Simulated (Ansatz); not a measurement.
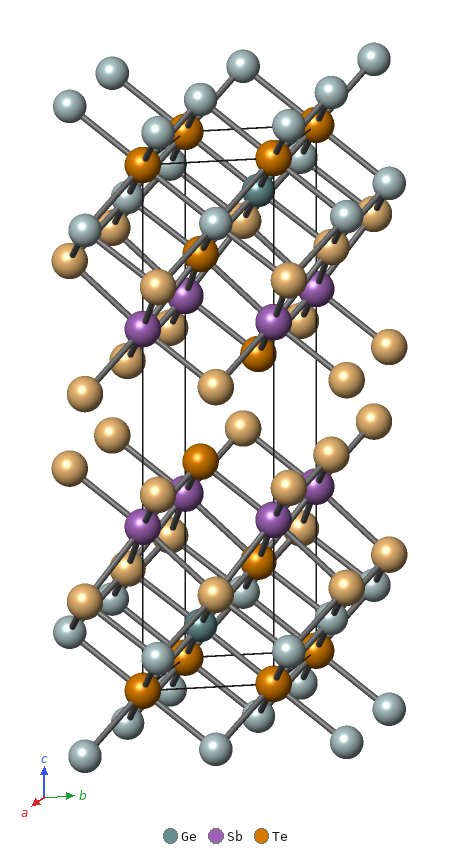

View slightly off an axis, drawn as a ball-and-stick model. Thin lines show the conventional unit cell, with boundary atoms drawn in all their periodic places. Neighbours across the faces are drawn wherever a bond reaches them, in fainter colours.

Ge₂Sb₂Te₅, space group P-3m1 (No. 164), a = 4.243 Å, b = 4.243 Å, c = 17.318 Å, α = 90.00°, β = 90.00°, γ = 120.00°. The structure comes from a structure listed in the Materials Project. Earlier steps of the study may have refined or changed the cell and positions. Ansatz was used for an electronic-structure calculation on it.

This one geometry was computed with Ansatz (DFT, plane waves, PAW) at six levels of theory: HSE06, PBE0, LDA, LC-wPBE, r2SCAN and PBE.

Question: Which level gives the highest pressure at this volume, and what does that say about its equilibrium volume?

Answer: Highest: PBE (1.7 GPa), which points to the largest equilibrium volume. Lowest, with the smallest volume: LDA (-2.0 GPa) and LC-wPBE (-1.6 GPa). Levels within 0.5 GPa of each other can't be told apart.

Question: How does the band gap change with the level of theory?

Answer: LDA: a gap of 0.36 eV, indirect; r2SCAN: a gap of 0.39 eV, direct; PBE: a gap of 0.41 eV, indirect; HSE06: a gap of 0.61 eV, indirect; PBE0: a gap of 1.04 eV, indirect; LC-wPBE: a gap of 3.66 eV, direct.

Question: Collect the results in a table.

Answer:
| level | cutoff (eV) | k-mesh of the run's cell | gap (eV) | pressure (GPa) |
| --- | --- | --- | --- | --- |
| HSE06 | 420 | 6×6×2 | 0.61 | 0.1 |
| PBE0 | 420 | 6×6×2 | 1.04 | 0.2 |
| LDA | 420 | 12×12×2 | 0.36 | -2.0 |
| LC-wPBE | 420 | 6×6×2 | 3.66 | -1.6 |
| r2SCAN | 500 | 12×12×2 | 0.39 | 0.9 |
| PBE | 420 | 12×12×2 | 0.41 | 1.7 |

Gaps are taken on the k-mesh or band path of each run.
